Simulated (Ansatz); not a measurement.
Nudged elastic band, with input and output: Ti12H (part 3 of 3)

The same run, continued: Ti12H (defect cell, 13 atoms in the cell); DFT PBE-D3(BJ), scalar-relativistic, plane waves, PAW, no spin polarisation (Ansatz 0.2.0); cutoff 420 eV, 3×2×4 k-mesh, Gaussian smearing of 0.1 eV. It belongs to a series of runs on one base structure; here: band between the two ends.

Geometry of the input (Å; fractional positions):
```
5.9000  0.0000  0.0000
-4.4250  7.6643  0.0000
0.0000  0.0000  4.6846
Ti -0.0015  -0.0005  0.0035
Ti 0.1764  0.2329  0.4871
Ti -0.0016  0.3344  0.0009
Ti 0.1639  0.5547  0.5063
Ti 0.0019  0.6667  0.0061
Ti 0.1702  0.8853  0.4920
Ti 0.4977  -0.0017  0.0003
Ti 0.6671  0.2232  0.4975
Ti 0.5057  0.3379  -0.0018
Ti 0.6695  0.5579  0.5042
Ti 0.4944  0.6636  0.0101
Ti 0.6558  0.8848  0.4929
H  0.0018  0.0034  0.6070
```

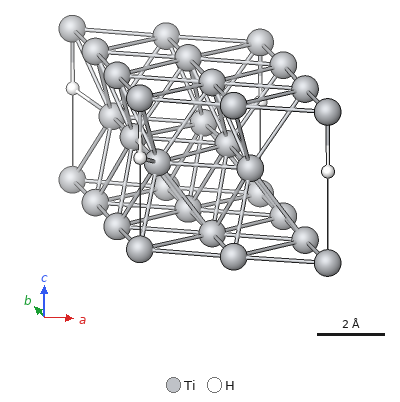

Fig. 1: The starting structure (ball-and-stick view of the cell of the calculation, seen slightly off an axis). An atom can appear more than once, as a periodic image.

### Output, continued
```
  k-point 2: bands = ["-43.7383", "-43.5456", "-43.5330", "-43.5011", "-43.4938", "-43.4927", "-43.4866", "-43.4665", "-43.4625", "-43.4622", "-43.4567", "-43.4006", "-20.2142", "-20.1335", "-20.0934", "-20.0799", "-20.0548", "-20.0530", "-20.0474", "-20.0416", "-20.0166", "-19.9979", "-19.9325", "-19.8480", "-19.8249", "-19.8045", "-19.7827", "-19.7821", "-19.7053", "-19.6972", "-19.6899", "-19.6732", "-19.6592", "-19.6555", "-19.6487", "-19.6460", "-19.6274", "-19.6194", "-19.6181", "-19.6066", "-19.6009", "-19.5906", "-19.5866", "-19.5842", "-19.5474", "-19.5417", "-19.5042", "-19.4976", "6.5847", "8.8698", "9.5842", "10.4371", "10.4810", "10.5065", "10.6370", "10.6836", "10.8698", "11.0164", "11.0390", "11.0973", "11.3182", "12.3814", "12.4387", "12.4720", "12.4882", "12.5374", "12.5802", "12.5909", "12.6077", "12.6112", "13.1849", "13.2081", "13.2836", "13.3080", "13.3382", "13.3393", "13.4669", "13.6726", "13.8002", "13.8225", "13.8725", "13.8886", "13.9237", "13.9437", "14.3553", "14.4206", "14.6940"]
  k-point 13: bands = ["-43.7392", "-43.5604", "-43.5383", "-43.5116", "-43.4989", "-43.4907", "-43.4755", "-43.4723", "-43.4592", "-43.4495", "-43.4474", "-43.3964", "-20.1874", "-20.0825", "-20.0758", "-20.0622", "-20.0338", "-20.0288", "-20.0021", "-19.9911", "-19.9812", "-19.9091", "-19.8855", "-19.8636", "-19.8495", "-19.8103", "-19.8007", "-19.7709", "-19.7565", "-19.7380", "-19.7308", "-19.7146", "-19.7021", "-19.6922", "-19.6838", "-19.6724", "-19.6505", "-19.6444", "-19.6316", "-19.6154", "-19.5951", "-19.5886", "-19.5772", "-19.5687", "-19.5570", "-19.5478", "-19.5230", "-19.4968", "6.4332", "8.5959", "9.4603", "9.9033", "10.7825", "10.8364", "10.8622", "11.1346", "11.4147", "11.4299", "11.4522", "11.5084", "11.6111", "11.9533", "11.9655", "11.9999", "12.0900", "12.3171", "12.4330", "12.4573", "12.5375", "12.5596", "12.6126", "13.2348", "13.3564", "13.3702", "13.3961", "13.4872", "13.4924", "13.5910", "13.6576", "13.7155", "13.7426", "13.8425", "13.9267", "14.1312", "14.1729", "14.2014", "14.2456"]
this run last wrote the band of iteration 4 to [file]
--- NEB band (9 images, 4 band iterations, 471 SCF iterations) ---
  forward barrier  = 0.119602 eV
  backward barrier = 0.119347 eV
  lagrangian_above_aufbau_ev (what the smearing adds, to first order; not taken off the barriers): saddle image -0.058050 eV, end points -0.053884 and -0.053409 eV
  climbing image's point = of a kind that is not told: the force calls were inconclusive, a negative curvature could not be distinguished from the path's own, the only one lies far off the path, or fixed occupations may fill a level only in part (lowest curvatures found: -2.32 and 0.20 eV/Å²)
  energies are F+E_penalty+E_count in eV, relative to image 0
  image     s (Å)  Δ vs image 0  max|band force component| (eV/Å)
      0    0.0000      0.000000                                 —
      1    0.1323      0.014254                          9.564e-3
      2    0.2646      0.055115                          9.958e-3
      3    0.3969      0.100339                          1.464e-2
  *   4    0.5291      0.119602                          2.038e-2
      5    0.6650      0.099052                          1.476e-2
      6    0.8008      0.052155                          1.057e-2
      7    0.9366      0.011817                          1.001e-2
      8    1.0725      0.000255                                 —
  climbing-image geometry (image 4):
  cell:  # Å, volume = 211.8354 Å³
    - [5.9, 0.0, 0.0]
    - [-4.425, 7.664325, 0.0]
    - [0.0, 0.0, 4.6846]
  atoms:
    - { symbol: Ti, position: [-0.0038467747669062623, 0.00036415940316342774, -0.0004709740742746894] }
    - { symbol: Ti, position: [0.18635648612988887, 0.24084227353464396, 0.4992805057693431] }
    - { symbol: Ti, position: [-0.0003277196362583279, 0.33388007517214957, -0.0004777910855252353] }
    - { symbol: Ti, position: [0.1606375247882742, 0.5529238167461348, 0.4996987023897731] }
    - { symbol: Ti, position: [0.0032489327348385055, 0.6681639946012414, -0.0003174162009365134] }
    - { symbol: Ti, position: [0.1712901229203625, 0.8828284504894228, 0.49956907694136937] }
    - { symbol: Ti, position: [0.49498442010249444, -0.0027804959990693026, -0.0003431645517711098] }
    - { symbol: Ti, position: [0.6688689699740813, 0.2206021104969305, 0.4995844284279765] }
    - { symbol: Ti, position: [0.5077279997762885, 0.3371518674838663, -0.00047474437579154966] }
    - { symbol: Ti, position: [0.6741722978160057, 0.5594031879230797, 0.49972699668985215] }
    - { symbol: Ti, position: [0.49384294443249954, 0.6619908017632242, -0.000172483811644725] }
    - { symbol: Ti, position: [0.6453819535006795, 0.879541057486802, 0.49966387781721616] }
    - { symbol: H, position: [-0.0003589427722485595, 0.0048635558984115815, 0.499406446064414] }
```

### The last band as extended XYZ (Å, eV, eV/Å)
```
13
Lattice="5.9000 0.0000 0.0000 -4.4250 7.6643 0.0000 0.0000 0.0000 4.6846" Properties=species:S:1:pos:R:3:forces:R:3 image=0 energy=-30019.46084
Ti   -0.0067   -0.0041    0.0164    0.0056  -0.0124   0.0142
Ti    0.0104    1.7851    2.2817    0.0050   0.0280  -0.0188
Ti   -1.4892    2.5631    0.0043   -0.0025   0.0122   0.0011
Ti   -1.4876    4.2512    2.3720    0.0047  -0.0023  -0.0073
Ti   -2.9388    5.1099    0.0284   -0.0074  -0.0038  -0.0032
Ti   -2.9133    6.7853    2.3049   -0.0053   0.0026   0.0090
Ti    2.9440   -0.0129    0.0014   -0.0104   0.0129   0.0015
Ti    2.9479    1.7109    2.3307    0.0027   0.0002  -0.0038
Ti    1.4886    2.5898   -0.0086    0.0023  -0.0075   0.0030
Ti    1.4813    4.2762    2.3619   -0.0027  -0.0141  -0.0012
Ti   -0.0194    5.0861    0.0473    0.0079   0.0018   0.0044
Ti   -0.0460    6.7816    2.3089   -0.0001  -0.0009   0.0009
H    -0.0042    0.0257    2.8433    0.0002  -0.0168   0.0002
13
Lattice="5.9000 0.0000 0.0000 -4.4250 7.6643 0.0000 0.0000 0.0000 4.6846" Properties=species:S:1:pos:R:3:forces:R:3 image=1 energy=-30019.44659
Ti   -0.0204   -0.0001   -0.0265   -0.0011  -0.0035   0.0045
Ti    0.0260    1.8175    2.2935   -0.0030  -0.0338  -0.0511
Ti   -1.4833    2.5618    0.0110   -0.0015   0.0034  -0.0170
Ti   -1.4930    4.2441    2.3624    0.0052   0.0063  -0.0071
Ti   -2.9380    5.1181    0.0196    0.0020  -0.0059  -0.0067
Ti   -2.9104    6.7787    2.3060   -0.0206   0.0170  -0.0367
Ti    2.9340   -0.0162    0.0046    0.0005   0.0018  -0.0142
Ti    2.9634    1.6992    2.3506   -0.0013   0.0086  -0.0132
Ti    1.5007    2.5869    0.0029    0.0011   0.0015  -0.0162
Ti    1.4941    4.2806    2.3627   -0.0082  -0.0100  -0.0071
Ti   -0.0154    5.0786    0.0355    0.0043   0.0019   0.0070
Ti   -0.0689    6.7615    2.3069    0.0196   0.0202  -0.0449
H    -0.0177    0.0319    2.7331    0.0031  -0.0074   0.2028
13
Lattice="5.9000 0.0000 0.0000 -4.4250 7.6643 0.0000 0.0000 0.0000 4.6846" Properties=species:S:1:pos:R:3:forces:R:3 image=2 energy=-30019.40573
Ti   -0.0233    0.0021   -0.0410    0.0004  -0.0028  -0.0715
Ti    0.0307    1.8358    2.3121   -0.0059  -0.0210  -0.0688
Ti   -1.4809    2.5601    0.0098   -0.0020  -0.0003  -0.0153
Ti   -1.4971    4.2402    2.3552    0.0011   0.0001  -0.0111
Ti   -2.9381    5.1208    0.0131   -0.0001  -0.0022  -0.0091
Ti   -2.9018    6.7718    2.3173   -0.0157   0.0177  -0.0596
Ti    2.9328   -0.0190    0.0053    0.0006   0.0016  -0.0162
Ti    2.9674    1.6940    2.3531   -0.0017   0.0055  -0.0038
Ti    1.5025    2.5853    0.0052    0.0046   0.0016  -0.0156
Ti    1.4991    4.2854    2.3580   -0.0057  -0.0061  -0.0032
Ti   -0.0158    5.0759    0.0226    0.0039   0.0003   0.0075
Ti   -0.0789    6.7492    2.3176    0.0116   0.0168  -0.0717
H    -0.0214    0.0353    2.6035    0.0089  -0.0113   0.3383
13
Lattice="5.9000 0.0000 0.0000 -4.4250 7.6643 0.0000 0.0000 0.0000 4.6846" Properties=species:S:1:pos:R:3:forces:R:3 image=3 energy=-30019.36050
Ti   -0.0241    0.0028   -0.0274    0.0009  -0.0013  -0.0802
Ti    0.0328    1.8437    2.3268   -0.0071   0.0025  -0.0458
Ti   -1.4799    2.5594    0.0044   -0.0024  -0.0023  -0.0081
Ti   -1.4986    4.2385    2.3481   -0.0039  -0.0061  -0.0081
Ti   -2.9378    5.1212    0.0060    0.0000   0.0003  -0.0058
Ti   -2.8974    6.7678    2.3295   -0.0100   0.0136  -0.0409
Ti    2.9326   -0.0205    0.0026    0.0002   0.0003  -0.0084
Ti    2.9692    1.6918    2.3479   -0.0021   0.0023   0.0009
Ti    1.5032    2.5845    0.0024    0.0065   0.0018  -0.0083
Ti    1.5013    4.2872    2.3500   -0.0018  -0.0006  -0.0004
Ti   -0.0159    5.0745    0.0105    0.0040  -0.0021   0.0037
Ti   -0.0832    6.7433    2.3298   -0.0005   0.0077  -0.0495
H    -0.0231    0.0369    2.4711    0.0164  -0.0160   0.2509
13
Lattice="5.9000 0.0000 0.0000 -4.4250 7.6643 0.0000 0.0000 0.0000 4.6846" Properties=species:S:1:pos:R:3:forces:R:3 image=4 energy=-30019.34124
Ti   -0.0243    0.0028   -0.0022    0.0014  -0.0011   0.0003
Ti    0.0338    1.8459    2.3389   -0.0077   0.0104   0.0023
Ti   -1.4794    2.5590   -0.0022   -0.0028  -0.0029  -0.0002
Ti   -1.4989    4.2378    2.3409   -0.0056  -0.0081  -0.0006
Ti   -2.9375    5.1210   -0.0015    0.0002   0.0011  -0.0005
Ti   -2.8959    6.7663    2.3403   -0.0106   0.0133   0.0012
Ti    2.9327   -0.0213   -0.0016   -0.0001  -0.0002  -0.0007
Ti    2.9702    1.6908    2.3404   -0.0022   0.0015  -0.0006
Ti    1.5037    2.5840   -0.0022    0.0074   0.0021   0.0000
Ti    1.5023    4.2874    2.3410   -0.0005   0.0009  -0.0007
Ti   -0.0156    5.0737   -0.0008    0.0043  -0.0033  -0.0015
Ti   -0.0842    6.7411    2.3407   -0.0042   0.0052   0.0014
H    -0.0236    0.0373    2.3395    0.0204  -0.0189  -0.0004
13
Lattice="5.9000 0.0000 0.0000 -4.4250 7.6643 0.0000 0.0000 0.0000 4.6846" Properties=species:S:1:pos:R:3:forces:R:3 image=5 energy=-30019.36179
Ti   -0.0234    0.0019    0.0246    0.0008  -0.0012   0.0812
Ti    0.0333    1.8427    2.3525   -0.0069   0.0016   0.0491
Ti   -1.4793    2.5586   -0.0092   -0.0022  -0.0025   0.0096
Ti   -1.4980    4.2378    2.3333   -0.0040  -0.0062   0.0070
Ti   -2.9372    5.1203   -0.0094    0.0000   0.0007   0.0065
Ti   -2.8967    6.7670    2.3523   -0.0113   0.0141   0.0414
Ti    2.9333   -0.0213   -0.0061    0.0001   0.0003   0.0104
Ti    2.9698    1.6910    2.3325   -0.0019   0.0025  -0.0021
Ti    1.5038    2.5837   -0.0069    0.0061   0.0017   0.0097
Ti    1.5019    4.2863    2.3317   -0.0017  -0.0005  -0.0010
Ti   -0.0153    5.0737   -0.0129    0.0038  -0.0021  -0.0053
Ti   -0.0825    6.7426    2.3530    0.0006   0.0084   0.0505
H    -0.0225    0.0360    2.2052    0.0165  -0.0166  -0.2572
13
Lattice="5.9000 0.0000 0.0000 -4.4250 7.6643 0.0000 0.0000 0.0000 4.6846" Properties=species:S:1:pos:R:3:forces:R:3 image=6 energy=-30019.40869
Ti   -0.0217    0.0003    0.0377    0.0000  -0.0028   0.0675
Ti    0.0316    1.8332    2.3682   -0.0053  -0.0222   0.0711
Ti   -1.4797    2.5585   -0.0143   -0.0016  -0.0006   0.0165
Ti   -1.4957    4.2387    2.3261    0.0012   0.0001   0.0102
Ti   -2.9369    5.1189   -0.0164    0.0000  -0.0015   0.0095
Ti   -2.9007    6.7704    2.3652   -0.0173   0.0183   0.0588
Ti    2.9342   -0.0205   -0.0083    0.0003   0.0015   0.0175
Ti    2.9684    1.6926    2.3277   -0.0016   0.0058   0.0035
Ti    1.5037    2.5836   -0.0093    0.0039   0.0014   0.0168
Ti    1.5001    4.2835    2.3238   -0.0056  -0.0061   0.0022
Ti   -0.0146    5.0743   -0.0252    0.0038   0.0005  -0.0093
Ti   -0.0772    6.7480    2.3656    0.0132   0.0179   0.0710
H    -0.0200    0.0333    2.0695    0.0091  -0.0123  -0.3353
13
Lattice="5.9000 0.0000 0.0000 -4.4250 7.6643 0.0000 0.0000 0.0000 4.6846" Properties=species:S:1:pos:R:3:forces:R:3 image=7 energy=-30019.44902
Ti   -0.0176   -0.0029    0.0201   -0.0017  -0.0033  -0.0083
Ti    0.0268    1.8127    2.3878   -0.0016  -0.0329   0.0504
Ti   -1.4818    2.5594   -0.0144   -0.0011   0.0035   0.0168
Ti   -1.4907    4.2422    2.3190    0.0049   0.0059   0.0060
Ti   -2.9362    5.1150   -0.0227    0.0023  -0.0050   0.0060
Ti   -2.9090    6.7768    2.3763   -0.0205   0.0163   0.0330
Ti    2.9365   -0.0184   -0.0070   -0.0001   0.0011   0.0129
Ti    2.9645    1.6974    2.3318   -0.0016   0.0087   0.0131
Ti    1.5022    2.5844   -0.0056    0.0002   0.0010   0.0158
Ti    1.4951    4.2774    2.3196   -0.0079  -0.0095   0.0062
Ti   -0.0137    5.0764   -0.0382    0.0044   0.0022  -0.0088
Ti   -0.0656    6.7603    2.3758    0.0202   0.0194   0.0408
H    -0.0151    0.0286    1.9375    0.0026  -0.0074  -0.1840
13
Lattice="5.9000 0.0000 0.0000 -4.4250 7.6643 0.0000 0.0000 0.0000 4.6846" Properties=species:S:1:pos:R:3:forces:R:3 image=8 energy=-30019.46059
Ti   -0.0025   -0.0081   -0.0270    0.0023  -0.0047  -0.0061
Ti    0.0092    1.7766    2.3932    0.0063   0.0275   0.0264
Ti   -1.4856    2.5645   -0.0078   -0.0035  -0.0023  -0.0005
Ti   -1.4832    4.2495    2.3142   -0.0023  -0.0037  -0.0012
Ti   -2.9374    5.1037   -0.0285    0.0008   0.0116  -0.0038
Ti   -2.9107    6.7815    2.3742    0.0058  -0.0016  -0.0039
Ti    2.9487   -0.0113   -0.0050   -0.0079  -0.0090  -0.0004
Ti    2.9494    1.7103    2.3535    0.0022  -0.0018  -0.0055
Ti    1.4882    2.5846    0.0041    0.0037   0.0003   0.0025
Ti    1.4808    4.2689    2.3244    0.0034  -0.0024  -0.0056
Ti   -0.0163    5.0869   -0.0448   -0.0010  -0.0049  -0.0109
Ti   -0.0407    6.7788    2.3718   -0.0098  -0.0030  -0.0024
H    -0.0004    0.0177    1.8274   -0.0001  -0.0061   0.0113
```

### Summary

| quantity | value |
| --- | --- |
| outcome | converged |
| barrier, forward | 0.120 eV |
| barrier, backward | 0.119 eV |
| electrons treated | 145 |
| wall time | 6.4 min (CPU time 23 min) |
| peak memory | 2.2 GiB |
